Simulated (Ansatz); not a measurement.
## Run report: W, single-point calculation

W (2 atoms in the cell), computed with DFT, PBE, plane waves, PAW, spin-polarised (Ansatz 0.2.0).

The structure derives from an entry of the Crystallography Open Database. Some settings of this run were made unusual or wrong on purpose.

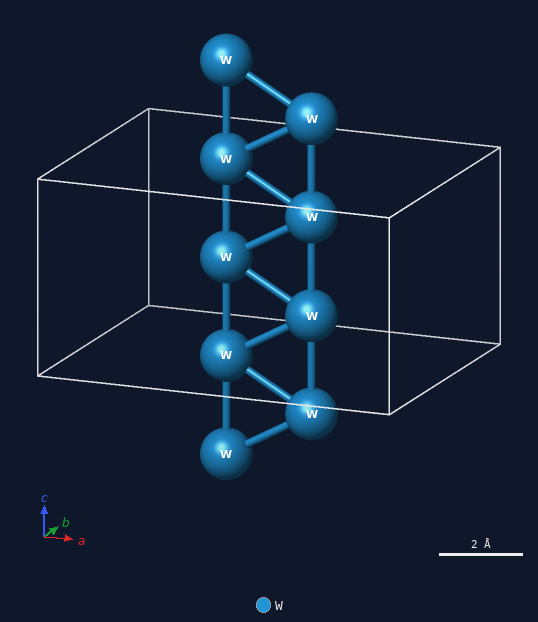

The structure (ball-and-stick view of the 2 repeat of the cell, with the vacuum cut short, seen slightly off an axis; bonded neighbours outside the cell are drawn too).

**Input**
```yaml
crystal:
  lattice:
    - [11.2, 0.0, 0.0]
    - [0.0, 9.3, 0.0]
    - [0.0, 0.0, 2.4745510336]
  atoms:
    - { symbol: W, position: [0.4001672148, 0.5, 0.0], spin: 1.5 }
    - { symbol: W, position: [0.5998327852, 0.5, 0.5], spin: 1.5 }
basis:
  ecutwfc: 420
kpoints:
  mp_grid: { grid: [1, 1, 1] }
hamiltonian:
  xc: pbe
scf:
  occupations: { method: gaussian, width: 0.05 }
  max_iter: 100
output:
  forces: true
  eigenvalues: true
  stress: true
magnetization:
  spin_polarized: true
```

Command:
```bash
ansatz run input.yaml --threads 2 --pin off --max-ram 5120MiB --backend cpu --events-out ev --progress --plain --runs-dir out
```

**What the program printed**
```
Engine: ansatz 0.2.0, aarch64-unknown-linux-gnu
Pseudopotentials: kind: paw
Pseudopotential: W, paw, valence charge 14, recommended cutoff 420 eV (normal), W.paw.azcp
Functional definition: PBE
  parameter kappa = 0.804
  parameter beta = 0.06672455060314922
  exchange = pbe_x(kappa = kappa, mu = beta*pi^2/3)
  correlation = pbe_c(beta = beta)
Crystal: 2 atoms, lattice volume = 257.749 Å³
Basis set: ecut = 420 eV, 5011 PW (Γ), exchange–correlation on 150×128×36 points (8 copies of the dense FFT grid, shifted against one another)
Bands: 20, of which v1, the nominal top of the filled ones, is band 14 counted from 1 (13 counted from 0)
Symmetry: 8 space group operations
Space group: Pmma (ITA 51), of the structure as read, at distance tolerance 6.4e-5 Å
Magnetic group: BNS 51.289 (UNI 387), of the structure as read, at distance tolerance 6.4e-5 Å
k-points: 1
Non-local potential: W, projectors of the file, l = 0: 3, l = 1: 2, l = 2: 2, l = 3: 1
PAW form: soft (Blöchl's): semilocal exchange-correlation on the pseudo side does not see the compensation charge
PAW one-centre angular grid: W, 590 points (default); XC on 64 Gauss nodes
Initial density: superposition of atomic densities (neutral atoms: chi_scale 0, normalization atom)
Starting moments: Σ|m| = 3 μB on 2 of 2 sites
Initial wavefunctions: pseudopotential atomic-orbital guess
Functional: x = pbe(κ = 0.804, μ = 0.2195149727645171), c = pbe(β = 0.06672455060314922)
SCF iter   1: F=—  HF=-20767.272572 eV  |F-HF|=—  |Δ(HF+E_count)|=         —  Δρ=3.49e-2 (↑3.49e-2 ↓3.34e-2)  dr2=5.73e0  dr2_m=9.06e-1  M=0.000 μB ∫|m|=0.151 μB  β_m=0.30  ethr=3.10e-3  ⟨swp⟩=7.0  Hψ=209  notcnv=0
Mixer restart at iter 1: flushing history
preconditioner: auto → Resta (q_TF=auto, 1.885 Å⁻¹)  ε∞=3.5  [insulator: Δε(μ)=0.752 eV  Ē_g=5.095 eV  σ=0.050 eV  W_gap=1.00  n_scr=30 (ndim 8)  ℏωp=8.0 eV  f_vac=0.675  D(μ)=0.00/eV (n_scr^D=0)  ε∞_Penn≈3.5  vacuum switching on, ρ_ref=1.9e-3 e/Å³]
spin=Collinear: Resta preconditioning applied to the charge; magnetization (m = ρ↑ − ρ↓) channel mixes plain (no charge-response kernel on spin).
SCF iter   2: F=—  HF=-20766.835782 eV  |F-HF|=—  |Δ(HF+E_count)|=   4.37e-1  Δρ=2.46e-2 (↑2.46e-2 ↓2.32e-2)  dr2=2.09e0  dr2_m=4.40e-1  M=0.000 μB ∫|m|=0.122 μB  β_m=0.56  ethr=3.10e-3  ⟨swp⟩=2.5  Hψ=77  notcnv=0  defer=2
SCF iter   3: F=—  HF=-20766.775087 eV  |F-HF|=—  |Δ(HF+E_count)|=   6.07e-2  Δρ=4.75e-3 (↑4.45e-3 ↓4.75e-3)  dr2=1.00e-1  dr2_m=1.39e-2  M=0.000 μB ∫|m|=0.069 μB  β_m=0.58  ethr=3.10e-3  ⟨swp⟩=2.5  Hψ=70  notcnv=0  defer=2
SCF iter   4: F=—  HF=-20766.786740 eV  |F-HF|=—  |Δ(HF+E_count)|=   1.17e-2  Δρ=7.11e-4 (↑7.11e-4 ↓6.57e-4)  dr2=2.33e-3  dr2_m=1.18e-4  M=0.000 μB ∫|m|=0.064 μB  β_m=0.71  ethr=3.58e-4  ⟨swp⟩=2.0  Hψ=76  notcnv=0  defer=2
SCF iter   5: F=—  HF=-20766.787636 eV  |F-HF|=—  |Δ(HF+E_count)|=   8.96e-4  Δρ=1.54e-4 (↑1.40e-4 ↓1.54e-4)  dr2=2.90e-4  dr2_m=3.59e-6  M=0.000 μB ∫|m|=0.067 μB  β_m=0.81  ethr=8.31e-6  ⟨swp⟩=3.0  Hψ=75  notcnv=0  defer=2
SCF iter   6: F=—  HF=-20766.787685 eV  |F-HF|=—  |Δ(HF+E_count)|=   4.86e-5  Δρ=3.82e-5 (↑3.82e-5 ↓2.46e-5)  dr2=2.50e-5  dr2_m=8.53e-7  M=0.000 μB ∫|m|=0.070 μB  β_m=0.90  ethr=1.03e-6  ⟨swp⟩=2.5  Hψ=50  notcnv=0  defer=2
SCF iter   7: F=—  HF=-20766.787699 eV  |F-HF|=—  |Δ(HF+E_count)|=   1.42e-5  Δρ=2.45e-5 (↑1.88e-5 ↓2.45e-5)  dr2=8.58e-7  dr2_m=9.85e-7  M=0.000 μB ∫|m|=0.074 μB  β_m=0.95  ethr=8.91e-8  ⟨swp⟩=2.0  Hψ=52  notcnv=0  defer=2
SCF iter   8: F=—  HF=-20766.787706 eV  |F-HF|=—  |Δ(HF+E_count)|=   6.54e-6  Δρ=2.30e-5 (↑2.08e-5 ↓2.30e-5)  dr2=2.36e-7  dr2_m=1.12e-6  M=0.000 μB ∫|m|=0.079 μB  β_m=0.98  ethr=3.07e-9  ⟨swp⟩=3.0  Hψ=68  notcnv=0  defer=2
SCF iter   9: F=—  HF=-20766.787713 eV  |F-HF|=—  |Δ(HF+E_count)|=   7.30e-6  Δρ=2.37e-5 (↑2.37e-5 ↓2.27e-5)  dr2=3.00e-8  dr2_m=1.27e-6  M=0.000 μB ∫|m|=0.084 μB  β_m=0.99  ethr=8.43e-10  ⟨swp⟩=3.0  Hψ=78  notcnv=0  defer=2
SCF iter  10: F=—  HF=-20766.787719 eV  |F-HF|=—  |Δ(HF+E_count)|=   6.03e-6  Δρ=2.47e-5 (↑2.47e-5 ↓2.39e-5)  dr2=1.44e-8  dr2_m=1.39e-6  M=0.000 μB ∫|m|=0.088 μB  β_m=0.99  ethr=1.07e-10  ⟨swp⟩=4.0  Hψ=84  notcnv=0  defer=2
SCF iter  11: F=-20766.787736 eV  HF=-20766.787733 eV  |F-HF|=3.54e-6  |Δ(HF+E_count)|=   1.37e-5  Δρ=2.66e-5 (↑2.63e-5 ↓2.66e-5)  dr2=7.28e-9  dr2_m=1.65e-6  M=0.000 μB ∫|m|=0.097 μB  β_m=1.00  ethr=5.14e-11  ⟨swp⟩=5.0  Hψ=108  notcnv=0  defer=2
SCF iter  12: F=-20766.787768 eV  HF=-20766.787763 eV  |F-HF|=4.75e-6  |Δ(HF+E_count)|=   3.00e-5  Δρ=3.11e-5 (↑3.11e-5 ↓3.03e-5)  dr2=2.51e-8  dr2_m=2.22e-6  M=0.000 μB ∫|m|=0.114 μB  β_m=1.00  ethr=2.60e-11  ⟨swp⟩=6.0  Hψ=122  notcnv=0  defer=2
SCF iter  13: F=-20766.787840 eV  HF=-20766.787833 eV  |F-HF|=7.37e-6  |Δ(HF+E_count)|=   6.98e-5  Δρ=3.87e-5 (↑3.87e-5 ↓3.77e-5)  dr2=1.10e-7  dr2_m=3.43e-6  M=0.000 μB ∫|m|=0.147 μB  β_m=1.00  ethr=2.60e-11  ⟨swp⟩=6.5  Hψ=139  notcnv=0  defer=2
SCF iter  14: F=-20766.788017 eV  HF=-20766.788005 eV  |F-HF|=1.25e-5  |Δ(HF+E_count)|=   1.72e-4  Δρ=5.40e-5 (↑5.40e-5 ↓4.88e-5)  dr2=2.50e-6  dr2_m=5.73e-6  M=0.000 μB ∫|m|=0.210 μB  β_m=0.84  ethr=2.60e-11  ⟨swp⟩=7.5  Hψ=149  notcnv=0  defer=2
SCF iter  15: F=-20766.788422 eV  HF=-20766.788405 eV  |F-HF|=1.63e-5  |Δ(HF+E_count)|=   4.01e-4  Δρ=8.18e-5 (↑8.18e-5 ↓6.56e-5)  dr2=2.90e-5  dr2_m=6.81e-6  M=0.000 μB ∫|m|=0.329 μB  β_m=0.53  ethr=2.60e-11  ⟨swp⟩=7.5  Hψ=161  notcnv=0  defer=2
SCF iter  16: F=-20766.788709 eV  HF=-20766.788698 eV  |F-HF|=1.07e-5  |Δ(HF+E_count)|=   2.93e-4  Δρ=1.57e-4 (↑1.57e-4 ↓1.35e-4)  dr2=2.31e-4  dr2_m=2.03e-6  M=0.000 μB ∫|m|=0.448 μB  ethr=2.60e-11  ⟨swp⟩=7.0  Hψ=292  notcnv=0
Mixer restart at iter 16: flushing history
iteration 16: the SCF's residuals had fallen too slowly under its mixing. It goes on by minimising its free energy, and can end on another state than longer mixing would; under `scf.algorithm: density_mixing` no SCF does so, but by `scf.convergence.dm_fallback`
SCF iter  17: F=—  HF=-20766.788794 eV  |F-HF|=—  |Δ(HF+E_count)|=   9.62e-5  Δρ=5.34e-5 (↑5.34e-5 ↓4.82e-5)  dr2=5.30e-5  dr2_m=6.00e-7  M=0.000 μB ∫|m|=0.454 μB  ethr=2.60e-11  ⟨swp⟩=4.0  Hψ=355  notcnv=0
SCF iter  18: F=—  HF=-20766.788790 eV  |F-HF|=—  |Δ(HF+E_count)|=   4.20e-6  Δρ=2.66e-5 (↑1.63e-5 ↓2.66e-5)  dr2=1.24e-6  dr2_m=8.58e-7  M=0.000 μB ∫|m|=0.465 μB  ethr=2.60e-11  ⟨swp⟩=3.0  Hψ=229  notcnv=0
SCF iter  19: F=—  HF=-20766.788820 eV  |F-HF|=—  |Δ(HF+E_count)|=   3.02e-5  Δρ=8.58e-6 (↑8.58e-6 ↓7.54e-6)  dr2=7.60e-7  dr2_m=2.12e-8  M=0.000 μB ∫|m|=0.502 μB  ethr=2.60e-11  ⟨swp⟩=3.5  Hψ=230  notcnv=0
SCF iter  20: F=—  HF=-20766.788820 eV  |F-HF|=—  |Δ(HF+E_count)|=   2.32e-8  Δρ=1.93e-6 (↑1.93e-6 ↓1.83e-6)  dr2=5.17e-8  dr2_m=2.62e-10  M=0.000 μB ∫|m|=0.505 μB  ethr=2.60e-11  ⟨swp⟩=2.5  Hψ=176  notcnv=0
SCF iter  21: F=-20766.788820 eV  HF=-20766.788820 eV  |F-HF|=2.98e-10  |Δ(HF+E_count)|=   1.92e-8  Δρ=1.89e-7 (↑1.84e-7 ↓1.89e-7)  dr2=4.20e-10  dr2_m=1.43e-11  M=0.000 μB ∫|m|=0.505 μB  ethr=2.60e-11  ⟨swp⟩=2.0  Hψ=132  notcnv=0
SCF iter  22: F=-20766.788820 eV  HF=-20766.788820 eV  |F-HF|=2.84e-10  |Δ(HF+E_count)|=  3.64e-12  Δρ=1.90e-7 (↑1.84e-7 ↓1.90e-7)  dr2=4.17e-10  dr2_m=1.44e-11  M=0.000 μB ∫|m|=0.505 μB  ethr=1.50e-12  ⟨swp⟩=1.0  Hψ=151  notcnv=0
SCF 1 converged in 22 iterations: F = -20766.788820 eV  dr2 = 4.17e-10
  greatest PAW one-centre occupation: 1.000 electrons in one spin orbital (limit 2), on the W atom at site 0 (counted from 0), in its partial waves of l = 0
```

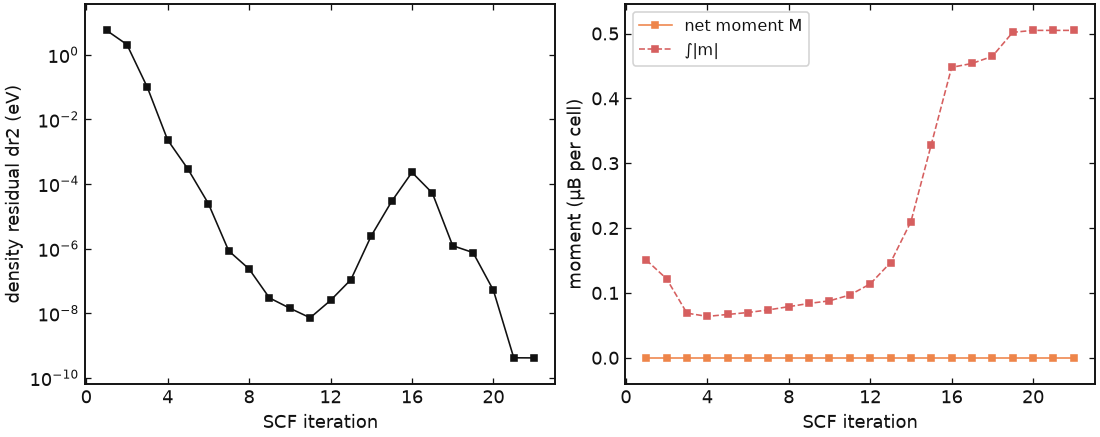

Convergence of the self-consistent field: density residual dr2 and magnetic moment against the SCF iteration. The residual falls unevenly and jumps up by a factor of two or more 5 times on the way down. The net moment stays at 0.0 μB per cell.

```
at 6 of the mixer's solves, the last at iteration 15, it left a direction of its history that read negative out of its fit and stepped the other way along it
SCF converged after 22 iterations
Magnetization: 0.0000 μB (14.0000 up, 14.0000 down)
Absolute magnetization: 0.5143 μB (∫|ρ↑−ρ↓|, with the PAW one-centre terms)
Spin contamination: 0.0836 ħ² per cell (⟨S²⟩ above its minimum at these occupations)
Per-site moments (μB) at R_I (Å): [(-0.04281048458689058, 1.0207523013600002), (-0.042810484586890594, 1.0207523013600002)]
Free energy (F): -20766.788820 eV
Harris-Foulkes:  -20766.788820 eV  (|F-HF|=2.84e-10)
Internal energy: -20766.788820 eV  (E = F + TS)
E sigma→0 (E₀):  -20766.788820 eV
Fermi energy:    -2.161173 eV
--- Per-component energies (eV) ---
  E_band       = -851.355444
  E_kinetic    = 875.414875
  E_local      = -8241.752696  (includes V_loc(G=0)·N_el)
  E_nonlocal   = 11.558376
  E_hartree    = 3608.612520
  E_xc         = -525.623654
  E_vxc        = -466.534603  (∫ρ·V_xc dr)
  E_paw        = -17124.741103  (= ΣΔE_a)
  E_vpaw       = -247.267930  (= ΣTr[D̂ρ^β])
  E_aug_tail   = -0.000122  (compensation charges beyond the density's cutoff)
  E_ewald      = 629.742984
  E_smearing   = -0.000000  (= −TS)
  E_closure    = 0.000000  (closes the sum)
  Σ components = -20766.788820   (vs F -20766.788820, Δ=0.00e0)
--- Forces (eV/Å), atoms counted from 1 ---
  atom   1  W     -6.84144776     0.00000000     0.00000000
  atom   2  W      6.84144776     0.00000000     0.00000000
  max |Σ_I F_I| component: 1.78e-15 eV/Å
--- Stress (GPa, compression-positive) ---
        9.563164       0.000000       0.000000
        0.000000      -0.042537       0.000000
        0.000000       0.000000      -5.040258
  P = ⅓ Tr σ = 1.4935 GPa (14.935 kbar)
--- Band table (eV) ---
  k-point 0 ↑: bands = ["-76.5361", "-76.3938", "-41.5491", "-40.8110", "-40.6237", "-40.3465", "-39.5329", "-39.2789", "-8.0696", "-7.2038", "-4.8475", "-3.9736", "-3.6532", "-2.6978", "-1.6619", "-1.5531", "-0.6020", "-0.3929", "0.0924", "1.4321"]
  k-point 0 ↓: bands = ["-76.5594", "-76.4173", "-41.5411", "-40.8949", "-40.7082", "-40.3356", "-39.5547", "-39.3002", "-8.0366", "-7.2081", "-4.8591", "-4.0170", "-3.7451", "-2.6605", "-1.5713", "-1.5257", "-0.6002", "-0.4476", "0.3594", "1.3658"]
```

**Outcome**

```json
{"quantity": "outcome", "value": "converged"}
{"quantity": "electrons treated", "value": "28"}
{"quantity": "free energy", "value": "−20766.7888 eV"}
{"quantity": "Fermi energy", "value": "−2.161 eV"}
{"quantity": "gap on the k-point mesh", "value": "1.00 eV"}
{"quantity": "net moment of the cell", "value": "0.00 μB"}
{"quantity": "integrated absolute moment", "value": "0.51 μB"}
{"quantity": "largest force (length of the vector)", "value": "6.841 eV/Å"}
{"quantity": "hardware", "value": "2 threads of Arm Neoverse V1, 24 GiB of memory available, shared host"}
{"quantity": "wall time", "value": "9.4 s (CPU time 18 s)"}
{"quantity": "peak memory", "value": "0.39 GiB"}
```

**Diagnosis**

This input holds a deliberate fault: one k-point for a small cell (`kpoints.mp_grid.grid`). One point cannot sample the zone of a small cell. The run converged all the same; its numbers are those of the faulty input and shouldn't be used. The program warns: the state was not tested for a lower one.
